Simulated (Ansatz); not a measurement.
Input

```
crystal:
  lattice:
    - [0.0, 2.1261674825, 2.1261674825]
    - [2.1261674825, 0.0, 2.1261674825]
    - [4.2493462858, 4.2493462858, 0.0029886792]
  atoms:
    - { symbol: Ni, position: [0.0, 0.0, 0.0], spin: 2.0, spin_axis: [0.0, 0.0, 1.0] }
    - { symbol: O, position: [0.5000000045, 0.5000000045, 0.2499999932] }
    - { symbol: Ni, position: [0.0, 0.0, 0.5], spin: 2.0, spin_axis: [0.0, 0.0, -1.0] }
    - { symbol: O, position: [0.4999999955, 0.4999999955, 0.7500000068] }
basis:
  ecutwfc: 420
  ecutrho_ratio: 4
kpoints:
  mp_grid: { grid: [10, 10, 5] }
hamiltonian:
  xc: pbe
  hubbard: { sites: [{ species: Ni, l: d, u_eff: 6.2 }] }
scf:
  occupations: { method: gaussian, width: 0.05 }
  lower_state_search: "off"
output:
  forces: true
  stress: true
  eigenvalues: true
  populations: true
  hubbard: { sites: [{ species: Ni, l: d }] }
  dos: { projected: true, de: 0.02 }
  write_density: true
  write_potential: true
  elf: true
  volumetric_format: npy
magnetization:
  noncollinear: true
  spin_orbit: true
checkpoint:
  read: start.run
  write: ck
  compress: false
  write_wavefunctions: false
  write_every: 100000
```

Run with:

```sh
ansatz run input.yaml --threads 4 --pin off --max-ram 7168MiB --backend cpu --events-out ev --progress --plain --runs-dir out
```

Space group Fm-3m; started from the NiO prototype; Hubbard U of 6.2 eV on Ni d only.

Theory: Ansatz, DFT PBE+U, spin-orbit coupling, plane waves, PAW.

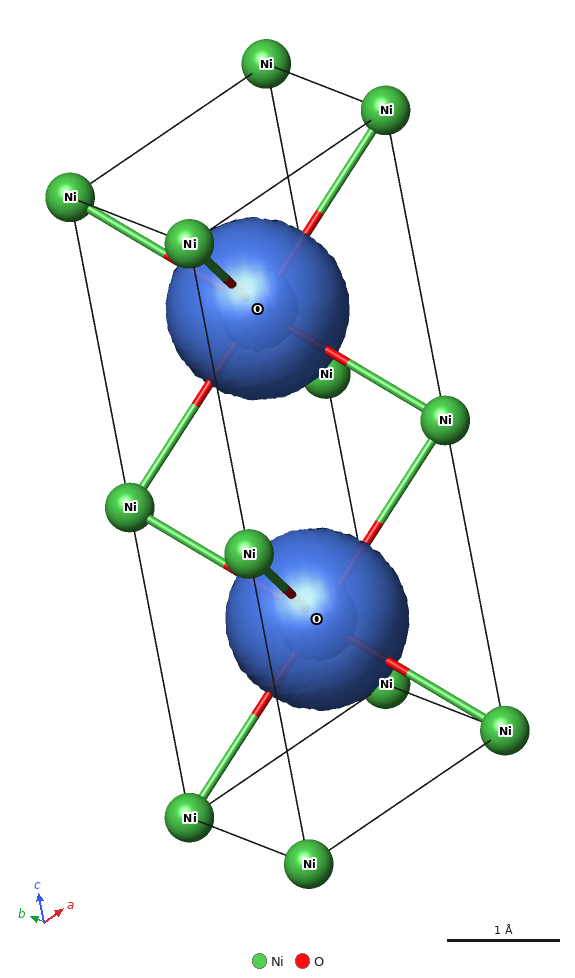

NiO. Isosurface of the electron localisation function at 0.7 (blue), seen slightly off an axis. Only the valence region is drawn (cores and ρ < 0.01 e/Å³ removed). Sticks mark near contacts.

What do the ELF domains correspond to?

The ELF exceeds this value in two regions wrapped around O (the valence shell of each), counted in one cell of 4 atoms. Regions shared between cells count once. Along the contacts the grid gives the following. Ni–O (2.13 Å): the ELF peaks at about 0.80 in the valence shell of O, 0.6 Å from its nucleus, and is about 0.15 at the midpoint (no localised pair shows between them).
